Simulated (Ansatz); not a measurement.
**CuI: density, localisation and related maps**

The calculation's input:

```
crystal:
  lattice:
    - [2.23428585, 1.2899655369, 6.8055954092]
    - [-2.23428585, 1.2899655369, 6.8055954092]
    - [0.0, -2.5799310739, 6.8055954092]
  atoms:
    - { symbol: Cu, position: [0.1242824541, 0.1242824541, 0.1242824541] }
    - { symbol: Cu, position: [0.8757175459, 0.8757175459, 0.8757175459] }
    - { symbol: I, position: [0.0, 0.0, 0.0] }
    - { symbol: I, position: [0.5, 0.5, 0.5] }
basis:
  ecutwfc: 420
kpoints:
  mp_grid: { grid: [12, 12, 12] }
hamiltonian:
  xc: pbe
scf:
  occupations: { method: gaussian, width: 0.1 }
output:
  forces: true
  stress: true
  eigenvalues: true
  write_density: true
  write_potential: true
  elf: true
  volumetric_format: npy
relax:
  adjacent_minimum: "off"
  f_tol: 0.005
  max_steps: 80
  cell: { stress_tol: 0.05 }
```

Launched as:

```sh
ansatz run input.yaml --threads 1 --pin off --max-ram 2560MiB --backend cpu --events-out ev --progress --plain --runs-dir out
```

Below, planes, directions and counts refer to the conventional cell (a = 4.46 Å, b = 4.46 Å, c = 20.54 Å, α = 90.00°, β = 90.00°, γ = 120.00°).

The fields are those of the run's last geometry, not of the input's.

Space group R-3m; computed without spin polarisation.

Level of theory: DFT PBE, scalar-relativistic, plane waves, PAW (Ansatz).

Core electrons are frozen (PAW), and the valence fields are smoothed inside the atomic spheres.

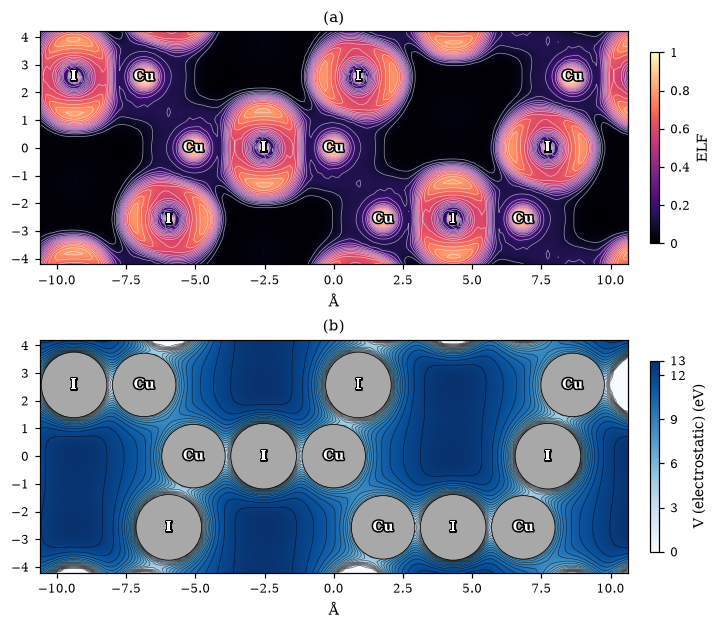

Figure 1. (a) electron localisation function; (b) electrostatic potential energy of an electron on the (110) plane of the conventional cell. Grey discs cover the atomic cores in the potential map.

> Read the bonding off the picture.

- The plane passes through Cu and I nuclei.
- Cu–I (2.53 Å): the ELF is about 0.50 at the midpoint.
- Cu–I (2.72 Å): the ELF is about 0.45 at the midpoint.
- The features right at Cu lie inside the PAW spheres, where the map follows smoothed inner orbitals and isn't to be read closely.
- Outside the cores the potential energy rises away from the atoms and is highest about 2.6 Å from the nearest atoms; its zero is arbitrary.

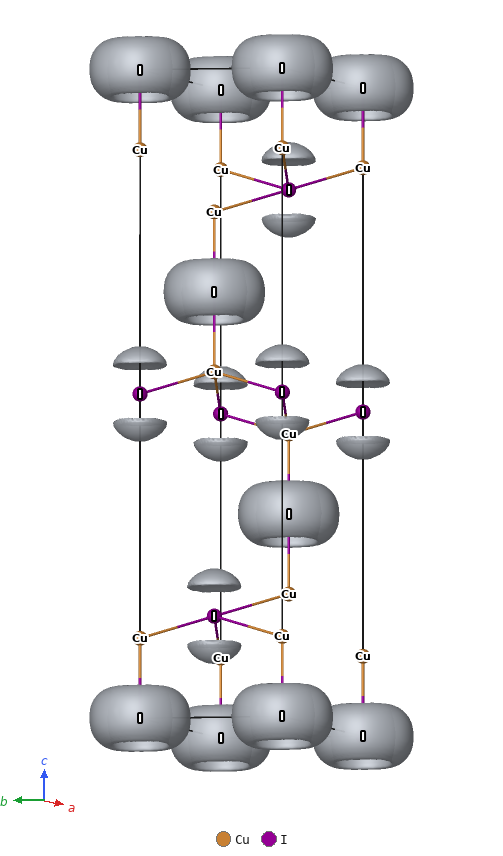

Figure 2. Isosurface of the electron localisation function at 0.7 (grey), seen at an oblique angle. Only the valence region is drawn (cores and ρ < 0.01 e/Å³ removed). Sticks mark near contacts.

> Identify the bonds, lone pairs and shells in this picture.

The surface consists of six lobes on I, pointing away from the bonds (lone pairs) and three regions wrapped around I (the valence shell of each), counted in one cell of 12 atoms. Any copies at cell faces, edges or corners count once.

> Does the calculation make it a metal, or give it a gap?

It is metallic or semimetallic at this level of theory: no gap opens; semilocal functionals without U, or without the true magnetic order, often close the gap of such compounds.
